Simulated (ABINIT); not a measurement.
## Geometry relaxation, with input and output: SrO (part 2 of 2)

The same run, continued: SrO (Fm-3m, 2 atoms in the cell); Kohn-Sham DFT of a periodic cell, PBE, JTH PAW PBE v2.0, no spin polarisation (ABINIT 10.8.3); cutoff 625.86 eV, 9×9×9 k-mesh, fermi-dirac of 0.05 eV. The structure derives from an entry of the Crystallography Open Database.

Geometry of the input (Å; fractional positions):
```
0.0000  2.5663  2.5663
2.5663  0.0000  2.5663
2.5663  2.5663  0.0000
Sr 0.5000  0.5000  0.5000
O  0.0000  0.0000  0.0000
```

**Output, continued**
```
--- !ResultsGS
iteration_state: {dtset: 1, itime: 2, icycle: 1, }
comment   : Summary of ground state results
lattice_vectors:
- [  0.0000000,   4.8406541,   4.8406541, ]
- [  4.8406541,   0.0000000,   4.8406541, ]
- [  4.8406541,   4.8406541,   0.0000000, ]
lattice_lengths: [   6.84572,    6.84572,    6.84572, ]
lattice_angles: [ 60.000,  60.000,  60.000, ] # degrees, (23, 13, 12)
lattice_volume:   2.2685175E+02
convergence: {deltae: -4.974E-14, res2:  1.326E-10, residm:  4.460E-07, diffor: null, }
etotal    :  -4.73140879E+01
entropy   :   0.00000000E+00
fermie    :   2.33094923E-01
cartesian_stress_tensor: # hartree/bohr^3
- [ -1.27235114E-04,   0.00000000E+00,   0.00000000E+00, ]
- [  0.00000000E+00,  -1.27235114E-04,   0.00000000E+00, ]
- [  0.00000000E+00,   0.00000000E+00,  -1.27235114E-04, ]
pressure_GPa:   3.7434E+00
xred      :
- [  5.0000E-01,   5.0000E-01,   5.0000E-01, Sr]
- [  0.0000E+00,   0.0000E+00,   0.0000E+00,  O]
cartesian_forces: # hartree/bohr
- [ -0.00000000E+00,  -0.00000000E+00,  -0.00000000E+00, ]
- [ -0.00000000E+00,  -0.00000000E+00,  -0.00000000E+00, ]
force_length_stats: {min:   0.00000000E+00, max:   0.00000000E+00, mean:   0.00000000E+00, }
...

 Integrated electronic density in atomic spheres:
 ------------------------------------------------
 Atom  Sphere_radius  Integrated_density
    1        2.20670          7.34326027
    2        1.41465          4.51111970

---OUTPUT-----------------------------------------------------------------------

 Cartesian coordinates (xcart) [bohr]
  4.84065407432160E+00  4.84065407432160E+00  4.84065407432160E+00
  0.00000000000000E+00  0.00000000000000E+00  0.00000000000000E+00
 Reduced coordinates (xred)
  5.00000000000000E-01  5.00000000000000E-01  5.00000000000000E-01
  0.00000000000000E+00  0.00000000000000E+00  0.00000000000000E+00
 Cartesian forces (fcart) [Ha/bohr]; max,rms= 0.00000E+00 0.00000E+00 (free atoms)
 -0.00000000000000E+00 -0.00000000000000E+00 -0.00000000000000E+00
 -0.00000000000000E+00 -0.00000000000000E+00 -0.00000000000000E+00
 Gradient of E wrt nuclear positions in reduced coordinates (gred)
  0.00000000000000E+00  0.00000000000000E+00  0.00000000000000E+00
  0.00000000000000E+00  0.00000000000000E+00  0.00000000000000E+00
 Scale of Primitive Cell (acell) [bohr]
  6.84571864266219E+00  6.84571864266219E+00  6.84571864266219E+00
 Real space primitive translations (rprimd) [bohr]
  0.00000000000000E+00  4.84065407432160E+00  4.84065407432160E+00
  4.84065407432160E+00  0.00000000000000E+00  4.84065407432160E+00
  4.84065407432160E+00  4.84065407432160E+00  0.00000000000000E+00
 Unitary Cell Volume (ucvol) [Bohr^3]=  2.26851752924824E+02
 Angles (23,13,12)= [degrees]
  6.00000000000000E+01  6.00000000000000E+01  6.00000000000000E+01
 Lengths [Bohr]
  6.84571864266219E+00  6.84571864266219E+00  6.84571864266219E+00
 Stress tensor in cartesian coordinates (strten) [Ha/bohr^3]
 -1.27235114245481E-04  0.00000000000000E+00  0.00000000000000E+00
  0.00000000000000E+00 -1.27235114245479E-04  0.00000000000000E+00
  0.00000000000000E+00  0.00000000000000E+00 -1.27235114245483E-04
 Total energy (etotal) [Ha]= -4.73140878697139E+01

 Difference of energy with previous step (new-old):
           Absolute (Ha)= 1.48729E-04
           Relative     = 3.14344E-06

--- Iteration: ( 3/60) Internal Cycle: (1/1)
--------------------------------------------------------------------------------

---SELF-CONSISTENT-FIELD CONVERGENCE--------------------------------------------

--- !BeginCycle
iteration_state: {dtset: 1, itime: 3, icycle: 1, }
solver: {iscf: 17, nstep: 100, nline: 4, wfoptalg: 10, }
tolerances: {tolvrs: 1.00E-09, }
...

     iter   Etot(hartree)      deltaE(h)  residm     nres2
 ETOT  1  -47.314620381258    -4.731E+01 7.653E-05 8.870E-01
 ETOT  2  -47.314648926620    -2.855E-05 1.252E-05 1.150E+00
 ETOT  3  -47.313636992999     1.012E-03 6.335E-05 2.393E-02
 ETOT  4  -47.313667613454    -3.062E-05 5.096E-06 2.383E-03
 ETOT  5  -47.313669624965    -2.012E-06 1.755E-07 3.456E-04
 ETOT  6  -47.313670684336    -1.059E-06 2.080E-07 3.763E-05
 ETOT  7  -47.313670732602    -4.827E-08 2.550E-08 4.383E-06
 ETOT  8  -47.313670729843     2.759E-09 1.012E-07 2.121E-08
 ETOT  9  -47.313670730082    -2.387E-10 1.146E-08 6.301E-08
 ETOT 10  -47.313670730051     3.123E-11 5.405E-08 2.891E-09
 ETOT 11  -47.313670730051     9.237E-14 6.084E-09 2.670E-10

 At SCF step   11       nres2   =  2.67E-10 < tolvrs=  1.00E-09 =>converged.

 Cartesian components of stress tensor (hartree/bohr^3)
  sigma(1 1)= -1.70703303E-04  sigma(3 2)=  0.00000000E+00
  sigma(2 2)= -1.70703303E-04  sigma(3 1)=  0.00000000E+00
  sigma(3 3)= -1.70703303E-04  sigma(2 1)=  0.00000000E+00

--- !ResultsGS
iteration_state: {dtset: 1, itime: 3, icycle: 1, }
comment   : Summary of ground state results
lattice_vectors:
- [  0.0000000,   4.8206902,   4.8206902, ]
- [  4.8206902,   0.0000000,   4.8206902, ]
- [  4.8206902,   4.8206902,   0.0000000, ]
lattice_lengths: [   6.81749,    6.81749,    6.81749, ]
lattice_angles: [ 60.000,  60.000,  60.000, ] # degrees, (23, 13, 12)
lattice_volume:   2.2405656E+02
convergence: {deltae:  9.237E-14, res2:  2.670E-10, residm:  6.084E-09, diffor: null, }
etotal    :  -4.73136707E+01
entropy   :   0.00000000E+00
fermie    :   2.39790129E-01
cartesian_stress_tensor: # hartree/bohr^3
- [ -1.70703303E-04,   0.00000000E+00,   0.00000000E+00, ]
- [  0.00000000E+00,  -1.70703303E-04,   0.00000000E+00, ]
- [  0.00000000E+00,   0.00000000E+00,  -1.70703303E-04, ]
pressure_GPa:   5.0223E+00
xred      :
- [  5.0000E-01,   5.0000E-01,   5.0000E-01, Sr]
- [  0.0000E+00,   0.0000E+00,   0.0000E+00,  O]
cartesian_forces: # hartree/bohr
- [ -0.00000000E+00,  -0.00000000E+00,  -0.00000000E+00, ]
- [ -0.00000000E+00,  -0.00000000E+00,  -0.00000000E+00, ]
force_length_stats: {min:   0.00000000E+00, max:   0.00000000E+00, mean:   0.00000000E+00, }
...

 Integrated electronic density in atomic spheres:
 ------------------------------------------------
 Atom  Sphere_radius  Integrated_density
    1        2.20670          7.34951257
    2        1.41465          4.52931124

---OUTPUT-----------------------------------------------------------------------

 Cartesian coordinates (xcart) [bohr]
  4.82069017994872E+00  4.82069017994872E+00  4.82069017994872E+00
  0.00000000000000E+00  0.00000000000000E+00  0.00000000000000E+00
 Reduced coordinates (xred)
  5.00000000000000E-01  5.00000000000000E-01  5.00000000000000E-01
  0.00000000000000E+00  0.00000000000000E+00  0.00000000000000E+00
 Cartesian forces (fcart) [Ha/bohr]; max,rms= 0.00000E+00 0.00000E+00 (free atoms)
 -0.00000000000000E+00 -0.00000000000000E+00 -0.00000000000000E+00
 -0.00000000000000E+00 -0.00000000000000E+00 -0.00000000000000E+00
 Gradient of E wrt nuclear positions in reduced coordinates (gred)
  0.00000000000000E+00  0.00000000000000E+00  0.00000000000000E+00
  0.00000000000000E+00  0.00000000000000E+00  0.00000000000000E+00
 Scale of Primitive Cell (acell) [bohr]
  6.81748543248228E+00  6.81748543248228E+00  6.81748543248228E+00
 Real space primitive translations (rprimd) [bohr]
  0.00000000000000E+00  4.82069017994872E+00  4.82069017994872E+00
  4.82069017994872E+00  0.00000000000000E+00  4.82069017994872E+00
  4.82069017994872E+00  4.82069017994872E+00  0.00000000000000E+00
 Unitary Cell Volume (ucvol) [Bohr^3]=  2.24056556996496E+02
 Angles (23,13,12)= [degrees]
  6.00000000000000E+01  6.00000000000000E+01  6.00000000000000E+01
 Lengths [Bohr]
  6.81748543248228E+00  6.81748543248228E+00  6.81748543248228E+00
 Stress tensor in cartesian coordinates (strten) [Ha/bohr^3]
 -1.70703302871831E-04  0.00000000000000E+00  0.00000000000000E+00
  0.00000000000000E+00 -1.70703302871833E-04  0.00000000000000E+00
  0.00000000000000E+00  0.00000000000000E+00 -1.70703302871836E-04
 Total energy (etotal) [Ha]= -4.73136707300507E+01

 Difference of energy with previous step (new-old):
           Absolute (Ha)= 4.17140E-04
           Relative     = 8.81643E-06

 At Broyd/MD step   3, gradients are converged :
  max grad (force/stress) = 7.5680E-05 < tolmxf= 2.0000E-04 ha/bohr (free atoms)

================================================================================

 ----iterations are completed or convergence reached----

 Mean square residual over all n,k,spin=   16.300E-12; max=  60.841E-10
 reduced coordinates (array xred) for    2 atoms
       0.500000000000      0.500000000000      0.500000000000
       0.000000000000      0.000000000000      0.000000000000
 rms dE/dt=  0.0000E+00; max dE/dt=  0.0000E+00; dE/dt below (all hartree)
    1       0.000000000000      0.000000000000      0.000000000000
    2       0.000000000000      0.000000000000      0.000000000000

 cartesian coordinates (angstrom) at end:
    1      2.55099938232212     2.55099938232212     2.55099938232212
    2      0.00000000000000     0.00000000000000     0.00000000000000

 cartesian forces (hartree/bohr) at end:
    1     -0.00000000000000    -0.00000000000000    -0.00000000000000
    2     -0.00000000000000    -0.00000000000000    -0.00000000000000
 frms,max,avg= 0.0000000E+00 0.0000000E+00   0.000E+00  0.000E+00  0.000E+00 h/b

 cartesian forces (eV/Angstrom) at end:
    1     -0.00000000000000    -0.00000000000000    -0.00000000000000
    2     -0.00000000000000    -0.00000000000000    -0.00000000000000
 frms,max,avg= 0.0000000E+00 0.0000000E+00   0.000E+00  0.000E+00  0.000E+00 e/A
 length scales=  6.817485432482  6.817485432482  6.817485432482 bohr
              =  3.607657924085  3.607657924085  3.607657924085 angstroms
 Fermi (or HOMO) energy (hartree) =   0.23979   Average Vxc (hartree)=  -0.37724
 Eigenvalues (hartree) for nkpt=  35  k points:
 kpt#   1, nband= 12, wtk=  0.00137, kpt=  0.0000  0.0000  0.0000 (reduced coord)
  -1.00814   -0.37852   -0.33235   -0.33235   -0.33235    0.17630    0.17630    0.17630
   0.32984    0.40834    0.40834    0.40834
      occupation numbers for kpt#   1
   2.00000    2.00000    2.00000    2.00000    2.00000    2.00000    2.00000    2.00000
   0.00000    0.00000    0.00000    0.00000
 prteigrs : prtvol=0 or 1, do not print more k-points.

--- !EnergyTerms
iteration_state     : {dtset: 1, itime: 3, icycle: 1, }
comment             : Components of total free energy in Hartree
kinetic             :  1.71114270576397E+01
hartree             :  8.49093437726116E+00
xc                  : -9.92818891266745E+00
Ewald energy        : -3.91183191671733E+01
psp_core            :  1.99316383252416E+00
local_psp           : -3.08463332524756E+01
PAW spherical_terms :  4.98364653056441E+00
internal            : -4.73136695343269E+01
'-kT*entropy'       :  1.25327081198538E-15
total_energy        : -4.73136695343269E+01
total_energy_eV     : -1.28747053641327E+03
...

--- !EnergyTermsDC
iteration_state     : {dtset: 1, itime: 3, icycle: 1, }
comment             : '"Double-counting" decomposition of free energy'
band_energy         : -3.95362077007589E+00
Ewald energy        : -3.91183191671733E+01
psp_core            :  1.99316383252416E+00
xc_dc               : -7.61310899882474E+00
PAW spherical_terms :  1.37821437349908E+00
internal            : -4.73136707300507E+01
'-kT*entropy'       :  1.25327081198538E-15
total_energy_dc     : -4.73136707300507E+01
total_energy_dc_eV  : -1.28747056895058E+03
...

--- !EnergyTermsWithPAWCore
iteration_state     : {dtset: 1, itime: 3, icycle: 1, }
comment             : 'Components of total free energy, including PAW core contributions'
Total energy        : -3.25493608682175E+03
Total energy DC     : -3.25493608801748E+03
Total energy (eV)   : -8.85713230644887E+04
Total energy DC (eV): -8.85713230970260E+04
...

 Cartesian components of stress tensor (hartree/bohr^3)
  sigma(1 1)= -1.70703303E-04  sigma(3 2)=  0.00000000E+00
  sigma(2 2)= -1.70703303E-04  sigma(3 1)=  0.00000000E+00
  sigma(3 3)= -1.70703303E-04  sigma(2 1)=  0.00000000E+00

-Cartesian components of stress tensor (GPa)         [Pressure=  5.0223E+00 GPa]
- sigma(1 1)= -5.02226456E+00  sigma(3 2)=  0.00000000E+00
- sigma(2 2)= -5.02226456E+00  sigma(3 1)=  0.00000000E+00
- sigma(3 3)= -5.02226456E+00  sigma(2 1)=  0.00000000E+00

== END DATASET(S) ==============================================================
================================================================================

 -outvars: echo values of variables after computation  --------
            acell      6.8174854325E+00  6.8174854325E+00  6.8174854325E+00 Bohr
           etotal     -4.7313670730E+01
            fcart     -0.0000000000E+00 -0.0000000000E+00 -0.0000000000E+00
                      -0.0000000000E+00 -0.0000000000E+00 -0.0000000000E+00
            rprim      0.0000000000E+00  7.0710678119E-01  7.0710678119E-01
                       7.0710678119E-01  0.0000000000E+00  7.0710678119E-01
                       7.0710678119E-01  7.0710678119E-01  0.0000000000E+00
           strten     -1.7070330287E-04 -1.7070330287E-04 -1.7070330287E-04
                       0.0000000000E+00  0.0000000000E+00  0.0000000000E+00
           xangst      2.5509993823E+00  2.5509993823E+00  2.5509993823E+00
                       0.0000000000E+00  0.0000000000E+00  0.0000000000E+00
             xred      5.0000000000E-01  5.0000000000E-01  5.0000000000E-01
                       0.0000000000E+00  0.0000000000E+00  0.0000000000E+00
 Calculation completed.
```

**Trajectory as extended XYZ (Å, eV, eV/Å), 3 frames, from step=0 to step=2**
```
2
Lattice="0.0000 2.5663 2.5663 2.5663 0.0000 2.5663 2.5663 2.5663 0.0000" Properties=species:S:1:pos:R:3:forces:R:3 step=0 energy=-1287.48597
Sr    2.5663    2.5663    2.5663    0.0000   0.0000   0.0000
O     0.0000    0.0000    0.0000    0.0000   0.0000   0.0000
2
Lattice="0.0000 2.5616 2.5616 2.5616 0.0000 2.5616 2.5616 2.5616 0.0000" Properties=species:S:1:pos:R:3:forces:R:3 step=1 energy=-1287.48192
Sr    2.5616    2.5616    2.5616    0.0000   0.0000   0.0000
O     0.0000    0.0000    0.0000    0.0000   0.0000   0.0000
2
Lattice="0.0000 2.5510 2.5510 2.5510 0.0000 2.5510 2.5510 2.5510 0.0000" Properties=species:S:1:pos:R:3:forces:R:3 step=2 energy=-1287.47057
Sr    2.5510    2.5510    2.5510    0.0000   0.0000   0.0000
O     0.0000    0.0000    0.0000    0.0000   0.0000   0.0000
```

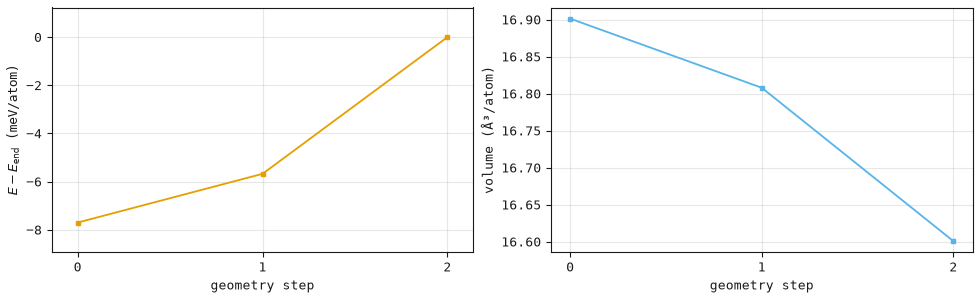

*Progress of the relaxation, step by step (steps are counted from 0).*

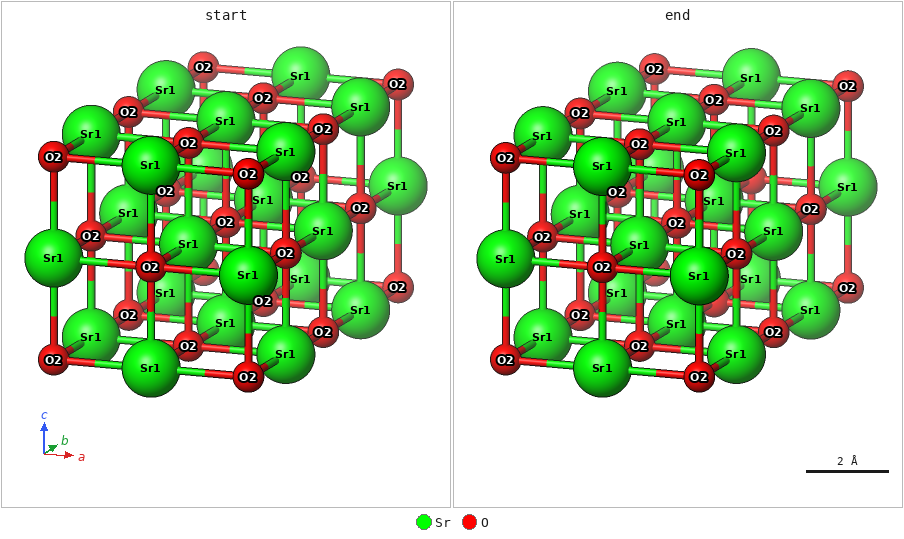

*Before (left) and after (right) the relaxation, at one scale (ball-and-stick view of the cell 4 times as large as that of the calculation, set on its symmetry axes, repeated 1 × 2 × 1, seen slightly off an axis).*

No atom moves by more than 0.005 Å relative to the cell. The drawn cell changes as follows: a = b = c 5.133 → 5.102 Å (−0.6 %); the volume changes by −1.8 %. Among the contacts that change: Sr1–O2 2.566 → 2.551 Å. The space group stays Fm-3m (No. 225). Over 2 geometry steps the energy rises by 7.7 meV per atom. All forces vanish by symmetry, so only the cell relaxes. (Atoms are counted from 1 in the order of the input.)

**Summary**

```json
{"quantity": "outcome", "value": "converged"}
{"quantity": "space group (tolerance 0.01 Å)", "value": "Fm-3m (225)"}
{"quantity": "electrons treated", "value": "16"}
{"quantity": "free energy", "value": "−1287.4706 eV"}
{"quantity": "Fermi energy", "value": "6.525 eV"}
{"quantity": "gap on the k-point mesh", "value": "3.36 eV"}
{"quantity": "pressure", "value": "5.02 GPa"}
{"quantity": "final volume", "value": "33.20 Å³"}
{"quantity": "largest force (length of the vector) at the end", "value": "under 0.001 eV/Å"}
{"quantity": "final cell", "value": "a = 3.608 Å, b = 3.608 Å, c = 3.608 Å, α = 60.00°, β = 60.00°, γ = 60.00°"}
{"quantity": "wall time", "value": "47 s"}
{"quantity": "peak memory", "value": "0.13 GiB"}
```

**Notes**

The cell is under a pressure of 5.0 GPa at this level, so it is not at its equilibrium volume.
